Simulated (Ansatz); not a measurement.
Take the following structure.

```
Cd
1.0
     4.14967    0.00000    1.73892
    -1.22771    3.18115    2.93630
    -1.22771   -3.18115    2.93630
Cd
4
Cartesian
  -0.6139 1.5906 1.4682
  -0.6139 -1.5906 1.4682
  2.0748 0.0000 0.8695
  0.8471 0.0000 3.8058
```

Question: Summarise the structure in words.

Answer: The element is cadmium. Within 0.01 Å the space group is Fm-3m (No. 225), face-centred cubic: face-centred cubic (Cu type). The cell holds four atoms. The Cd atoms are each bonded to twelve Cd in a cuboctahedral arrangement at 3.18 Å. The bonds build a three-dimensional framework.

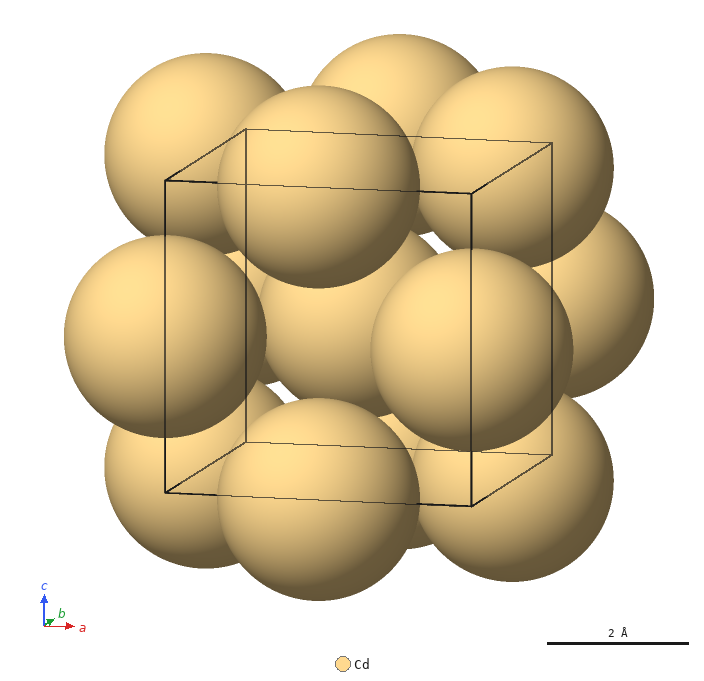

Space-filling representation of a periodic structure, projected slightly off an axis. Atoms at the boundary of the drawn cell (a repeat of the simulation cell) (the box) are drawn once for each face, edge or corner they touch.

The structure was taken from a structure listed in the Materials Project, with elements exchanged, so it need not be a known form of the compound. A relaxation with DFT PBE, scalar-relativistic, plane waves, PAW in Ansatz gave the geometry drawn.
